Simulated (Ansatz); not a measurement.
# Single-point calculation, with input and output: Ni$_{13}$Si$_{7}$ (part 1 of 2)

System: Ni$_{13}$Si$_{7}$ (slab, 20 atoms in the cell).
Method: DFT, PBEsol, plane waves, PAW, no spin polarisation (Ansatz 0.2.0).

The structure derives from an entry of the Crystallography Open Database.

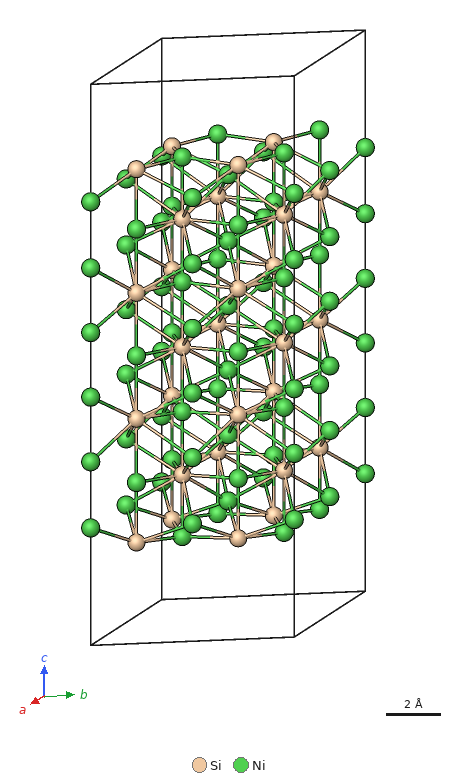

Figure 1. The input geometry (ball-and-stick view of the 2 × 2 repeat of the cell, with the vacuum cut short, seen slightly off an axis). An atom can appear more than once, as a periodic image.

Input file
```yaml
crystal:
  lattice:
    - [3.8684636528, 0.0, 0.0]
    - [-1.9342318264, 3.350187797, 0.0]
    - [0.0, 0.0, 29.750955775]
  atoms:
    - { symbol: Si, position: [0.6666666667, 0.3333333333, 0.2582555521] }
    - { symbol: Ni, position: [0.3333333333, 0.6666666667, 0.2542259187] }
    - { symbol: Ni, position: [0.0, 0.0, 0.2887814859] }
    - { symbol: Si, position: [0.3333333333, 0.6666666667, 0.3342924703] }
    - { symbol: Ni, position: [0.6666666667, 0.3333333333, 0.3358507672] }
    - { symbol: Ni, position: [0.0, 0.0, 0.374450716] }
    - { symbol: Si, position: [0.6666666667, 0.3333333333, 0.4184360395] }
    - { symbol: Ni, position: [0.3333333333, 0.6666666667, 0.4160320077] }
    - { symbol: Ni, position: [0.0, 0.0, 0.4581878372] }
    - { symbol: Si, position: [0.3333333333, 0.6666666667, 0.5000000022] }
    - { symbol: Ni, position: [0.6666666667, 0.3333333333, 0.4999999985] }
    - { symbol: Ni, position: [0.0, 0.0, 0.5418121597] }
    - { symbol: Si, position: [0.6666666667, 0.3333333333, 0.581563939] }
    - { symbol: Ni, position: [0.3333333333, 0.6666666667, 0.5839679822] }
    - { symbol: Ni, position: [0.0, 0.0, 0.6255492851] }
    - { symbol: Si, position: [0.3333333333, 0.6666666667, 0.665707537] }
    - { symbol: Ni, position: [0.6666666667, 0.3333333333, 0.6641492171] }
    - { symbol: Ni, position: [0.0, 0.0, 0.7112185322] }
    - { symbol: Si, position: [0.6666666667, 0.3333333333, 0.7417444224] }
    - { symbol: Ni, position: [0.3333333333, 0.6666666667, 0.7457741301] }
kpoints:
  mp_grid: { grid: [9, 9, 1] }
hamiltonian:
  xc: pbesol
scf:
  occupations: { method: gaussian, width: 0.1 }
output:
  forces: true
  eigenvalues: true
efield:
  axis: 3
  dipole_correction: true
  ramp_width: 0.04
accuracy: medium
```

Machine: 4 threads of Intel Xeon (Granite Rapids), 32 GiB of memory available, shared host.

Command:
```bash
ansatz run input.yaml --threads 4 --pin off --max-ram 10240MiB --backend cpu --events-out ev --progress --plain --runs-dir out
```

What the program printed
```
Engine: ansatz 0.2.0, x86_64-unknown-linux-gnu
Pseudopotentials: kind: paw
Pseudopotential: Si, paw, valence charge 4, recommended cutoff 420 eV (normal), Si.paw.azcp
Pseudopotential: Ni, paw, valence charge 18, recommended cutoff 420 eV (normal), Ni.paw.azcp
Functional definition: PBEsol
  exchange = pbesol_x
  correlation = pbesol_c
Crystal: 20 atoms, lattice volume = 385.575 Å³
Basis set: ecut = 420 eV, 7623 PW (Γ), exchange–correlation on 54×54×400 points (8 copies of the dense FFT grid, shifted against one another)
Bands: 158, of which v1, the nominal top of the filled ones, is band 131 counted from 1 (130 counted from 0)
Symmetry: 6 space group operations
k-points: 12 of 81 (time reversal used)
Non-local potential: Si, projectors of the file, l = 0: 2, l = 1: 2, l = 2: 2
Non-local potential: Ni, projectors of the file, l = 0: 3, l = 1: 2, l = 2: 3, l = 3: 1
PAW form: soft (Blöchl's): semilocal exchange-correlation on the pseudo side does not see the compensation charge
PAW frozen core: Si, regenerated for the run's functional, and the local potential with it (the file was generated under x = pbe(κ = 0.804, μ = 0.2195149727645171), c = pbe(β = 0.06672455060314922))
PAW frozen core: Ni, regenerated for the run's functional, and the local potential with it (the file was generated under x = pbe(κ = 0.804, μ = 0.2195149727645171), c = pbe(β = 0.06672455060314922))
PAW one-centre angular grid: Si, 110 points (default); XC on 64 Gauss nodes
PAW one-centre angular grid: Ni, 590 points (default); XC on 64 Gauss nodes
Initial density: superposition of atomic densities (neutral atoms: chi_scale 0, normalization atom), corrected by the library's trained network
Initial wavefunctions: pseudopotential atomic-orbital guess
Functional: x = pbesol(κ = 0.804, μ = 0.12345679012345678), c = pbesol(β = 0.046)
SCF iter   1: F=—  HF=-79824.147724 eV  |F-HF|=—  |Δ(HF+E_count)|=         —  Δρ=2.19e-2  dr2=9.00e0  ethr=1.77e-3  p=-0.000 e·Å  D=-1.16e-8 V/Å  ΔV_dip=0.00 eV  dr2_dipole=2.41e-7  V_vac-E_F(+/−)=4.99/4.99 eV  ⟨swp⟩=8.5  Hψ=8896  notcnv=0  defer=71
efield: sawtooth ramp at fractional position 0.9800 (placed from the atoms, in the widest stretch of the axis that holds none; the zero of the levels goes with the place), width 0.0400; the density the first Hamiltonian is built on has a dipole p = -0.000 e·Å; the dipole correction subtracts the counter field D = -1.16e-8 V/Å, which shifts the + side's vacuum level by +0.00 eV against the − side's; the planar-averaged density in the ramp window peaks in size at 5.4e-5 e/Å³
preconditioner: auto → LDOS  [metal: Δε(μ)=0.019 eV  Ē_g=7.120 eV  σ=0.100 eV  W_gap=0.11  n_scr=126 (ndim 8)  ℏωp=23.8 eV  f_vac=0.414  D(μ)=8.10/eV (n_scr^D=48)  β→1.0]
SCF iter   2: F=—  HF=-79824.242764 eV  |F-HF|=—  |Δ(HF+E_count)|=   9.50e-2  Δρ=2.96e-2  dr2=2.28e0  ethr=1.77e-3  p=0.000 e·Å  D=3.51e-5 V/Å  ΔV_dip=-0.00 eV  dr2_dipole=1.41e-6  V_vac-E_F(+/−)=4.31/4.31 eV  ⟨swp⟩=2.3  Hψ=2987  notcnv=0  defer=229
SCF iter   3: F=—  HF=-79823.901748 eV  |F-HF|=—  |Δ(HF+E_count)|=   3.41e-1  Δρ=8.01e-3  dr2=1.74e-1  ethr=8.71e-4  p=0.000 e·Å  D=2.17e-5 V/Å  ΔV_dip=-0.00 eV  dr2_dipole=2.68e-7  V_vac-E_F(+/−)=4.41/4.41 eV  ⟨swp⟩=2.2  Hψ=2560  notcnv=0  defer=229
SCF iter   4: F=—  HF=-79823.877047 eV  |F-HF|=—  |Δ(HF+E_count)|=   2.47e-2  Δρ=1.69e-3  dr2=5.91e-3  ethr=6.63e-5  p=0.000 e·Å  D=6.35e-6 V/Å  ΔV_dip=-0.00 eV  dr2_dipole=5.28e-8  V_vac-E_F(+/−)=4.44/4.44 eV  ⟨swp⟩=2.1  Hψ=3248  notcnv=0  defer=228
SCF iter   5: F=—  HF=-79823.878944 eV  |F-HF|=—  |Δ(HF+E_count)|=   1.90e-3  Δρ=1.17e-3  dr2=3.98e-3  ethr=2.26e-6  p=0.000 e·Å  D=4.59e-6 V/Å  ΔV_dip=-0.00 eV  dr2_dipole=2.04e-8  V_vac-E_F(+/−)=4.44/4.44 eV  ⟨swp⟩=2.9  Hψ=3609  notcnv=0  defer=228
SCF iter   6: F=—  HF=-79823.879125 eV  |F-HF|=—  |Δ(HF+E_count)|=   1.81e-4  Δρ=5.57e-4  dr2=1.01e-3  ethr=1.52e-6  p=0.000 e·Å  D=3.19e-6 V/Å  ΔV_dip=-0.00 eV  dr2_dipole=5.44e-9  V_vac-E_F(+/−)=4.44/4.44 eV  ⟨swp⟩=1.8  Hψ=2199  notcnv=0  defer=228
SCF iter   7: F=—  HF=-79823.879375 eV  |F-HF|=—  |Δ(HF+E_count)|=   2.50e-4  Δρ=2.28e-4  dr2=1.85e-4  ethr=3.84e-7  p=0.000 e·Å  D=4.66e-7 V/Å  ΔV_dip=-0.00 eV  dr2_dipole=6.91e-10  V_vac-E_F(+/−)=4.44/4.44 eV  ⟨swp⟩=2.0  Hψ=2464  notcnv=0  defer=228
SCF iter   8: F=—  HF=-79823.879421 eV  |F-HF|=—  |Δ(HF+E_count)|=   4.61e-5  Δρ=1.16e-4  dr2=3.45e-5  ethr=7.07e-8  p=0.000 e·Å  D=3.51e-7 V/Å  ΔV_dip=-0.00 eV  dr2_dipole=8.32e-11  V_vac-E_F(+/−)=4.44/4.44 eV  ⟨swp⟩=2.2  Hψ=2558  notcnv=0  defer=228
SCF iter   9: F=—  HF=-79823.879317 eV  |F-HF|=—  |Δ(HF+E_count)|=   1.04e-4  Δρ=4.13e-5  dr2=5.64e-6  ethr=1.32e-8  p=0.000 e·Å  D=1.53e-7 V/Å  ΔV_dip=-0.00 eV  dr2_dipole=1.64e-11  V_vac-E_F(+/−)=4.44/4.44 eV  ⟨swp⟩=2.7  Hψ=2570  notcnv=0  defer=228
SCF iter  10: F=—  HF=-79823.879320 eV  |F-HF|=—  |Δ(HF+E_count)|=   3.42e-6  Δρ=1.56e-5  dr2=9.00e-7  ethr=2.15e-9  p=0.000 e·Å  D=1.12e-7 V/Å  ΔV_dip=-0.00 eV  dr2_dipole=2.10e-11  V_vac-E_F(+/−)=4.44/4.44 eV  ⟨swp⟩=2.0  Hψ=2263  notcnv=0  defer=228
SCF iter  11: F=-79823.879321 eV  HF=-79823.879321 eV  |F-HF|=1.10e-7  |Δ(HF+E_count)|=   9.34e-7  Δρ=5.28e-6  dr2=8.43e-8  ethr=3.82e-11  p=-0.000 e·Å  D=-1.97e-8 V/Å  ΔV_dip=0.00 eV  dr2_dipole=6.60e-13  V_vac-E_F(+/−)=4.44/4.44 eV  ⟨swp⟩=14.4  Hψ=11440  notcnv=0
SCF 1 converged in 11 iterations: F = -79823.879321 eV  dr2 = 8.43e-8
  greatest PAW one-centre occupation: 1.001 electrons in one spin orbital (limit 2), on the Ni atom at site 1 (counted from 0), in its partial waves of l = 1
```

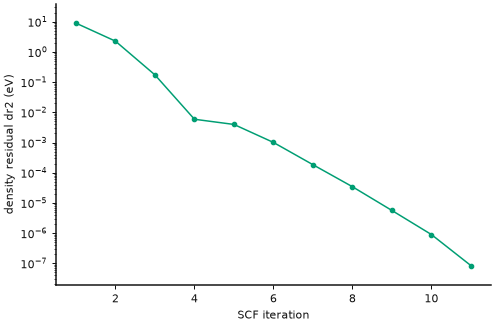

Figure 2. Convergence of the self-consistent field: density residual dr2 against the SCF iteration. The residual falls at every step.

```
SCF converged after 11 iterations
Free energy (F): -79823.879321 eV
Harris-Foulkes:  -79823.879321 eV  (|F-HF|=1.10e-7)
Internal energy: -79823.834373 eV  (E = F + TS)
E sigma→0 (E₀):  -79823.856847 eV
Entropy (-TS):   -0.044949 eV (-2.247 meV/atom)
Fermi energy:    7.722793 eV
Dipole field:    D = -0.000001 V/Å  (p = -0.000002 e·Å, saw-weighted, corrected)
Work function:   Φ+ = 4.4393 eV   Φ− = 4.4393 eV
Levels:          The Fermi level and band energies are counted from a zero that moves with the ramp; work functions are not
--- Per-component energies (eV) ---
  E_band       = -6170.437250
  E_kinetic    = 4025.126681
  E_local      = -550826.773597  (includes V_loc(G=0)·N_el)
  E_nonlocal   = 8472.725670
  E_hartree    = 270405.852024
  E_xc         = -1503.153757
  E_vxc        = -1778.507261  (∫ρ·V_xc dr)
  E_paw        = -24254.246683  (= ΣΔE_a)
  E_vpaw       = -6874.765254  (= ΣTr[D̂ρ^β])
  E_aug_tail   = 0.006211  (compensation charges beyond the density's cutoff)
  E_efield     = 0.000000  (sawtooth field / dipole correction)
  E_vefield    = -0.000000  (∫n·V_field dr)
  E_ewald      = 213853.843400
  E_core_change = 2.785680  (= ΣΔE_core)
  E_smearing   = -0.044949  (= −TS)
  E_closure    = 0.000000  (closes the sum)
  Σ components = -79823.879321   (vs F -79823.879321, Δ=0.00e0)
--- Forces (eV/Å), atoms counted from 1 ---
  atom   1  Si     0.00000000     0.00000000    -0.00795624
  atom   2  Ni     0.00000000     0.00000000     0.00167711
  atom   3  Ni     0.00000000     0.00000000     0.00417955
  atom   4  Si     0.00000000    -0.00000000     0.00367575
  atom   5  Ni     0.00000000     0.00000000     0.00489713
  atom   6  Ni     0.00000000     0.00000000     0.00301943
  atom   7  Si     0.00000000     0.00000000    -0.00709976
  atom   8  Ni     0.00000000    -0.00000000    -0.00546270
  atom   9  Ni     0.00000000    -0.00000000    -0.00121632
  atom  10  Si     0.00000000    -0.00000000    -0.00000134
  atom  11  Ni    -0.00000000     0.00000000    -0.00000133
  atom  12  Ni     0.00000000    -0.00000000     0.00121627
  atom  13  Si     0.00000000     0.00000000     0.00710272
  atom  14  Ni     0.00000000    -0.00000000     0.00546595
  atom  15  Ni     0.00000000     0.00000000    -0.00302034
  atom  16  Si     0.00000000    -0.00000000    -0.00367494
  atom  17  Ni     0.00000000     0.00000000    -0.00489857
  atom  18  Ni     0.00000000    -0.00000000    -0.00418141
  atom  19  Si    -0.00000000     0.00000000     0.00795800
  atom  20  Ni     0.00000000     0.00000000    -0.00167584
  max |Σ_I F_I| component: 3.13e-6 eV/Å
--- Band table (eV; the first three rows and the last of 12) ---
```
